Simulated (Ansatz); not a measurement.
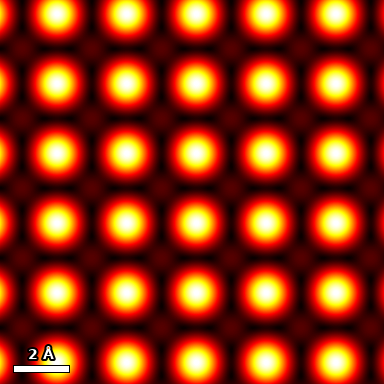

HAADF-like image of SnO₂. The image is simulated as a sum over atoms of Z^1.7, blurred by a 1.13 Å probe (no channelling). The display is stretched by a gamma of 0.65; percentages refer to the linear signal.

**What two-dimensional lattice does the image show, and how large is its cell?**

The pattern repeats on a square net with a repeat of 2.5 Å.

**What is the plane group of the image?**

p4mm: fourfold points with mirror lines through them along the axes and the diagonals.

The crystal is SnO2 (Fm-3m, No. 225) seen along [001]. Structure used: the input geometry of a calculation; the starting structure was generated, so it need not be a known form of this composition.
